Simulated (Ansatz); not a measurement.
System InSe (space group P6_3/mmc, No. 194); source of the atomic positions: coordinates from a relaxation with Ansatz 0.2.0, DFT, r2SCAN+rVV10, plane waves, PAW.

```cif
data_structure
_symmetry_space_group_name_H-M 'P6_3/mmc'
_symmetry_Int_Tables_number 194
_cell_length_a 4.0181
_cell_length_b 4.0181
_cell_length_c 16.9256
_cell_angle_alpha 90.000
_cell_angle_beta 90.000
_cell_angle_gamma 120.000
_cell_volume 236.66
loop_
_atom_site_label
_atom_site_type_symbol
_atom_site_symmetry_multiplicity
_atom_site_Wyckoff_symbol
_atom_site_fract_x
_atom_site_fract_y
_atom_site_fract_z
_atom_site_occupancy
In1 In 4 f 0.33333 0.66667 0.16770 1
Se1 Se 4 f 0.33333 0.66667 0.59279 1
```

Describe the stacking along c, with columns A (0, 0), B (1/3, 2/3), C (2/3, 1/3) of the hexagonal mesh.

Se(C) – In(B) – In(B) – Se(C) – Se(B) – In(C) – In(C) – Se(B) (eight layers in 16.93 Å).

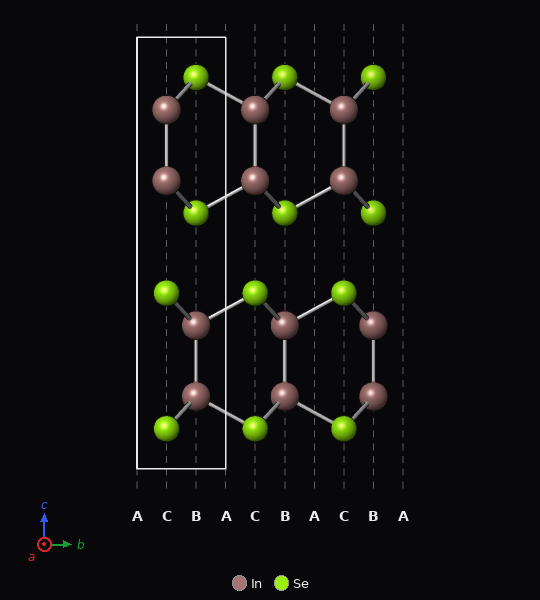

Projection along an edge of the hexagonal mesh, stacking direction c upwards. The dashed lines mark the three columns A (0, 0), B (1/3, 2/3) and C (2/3, 1/3). The sequence starts with the first layer at or above the cell's origin.
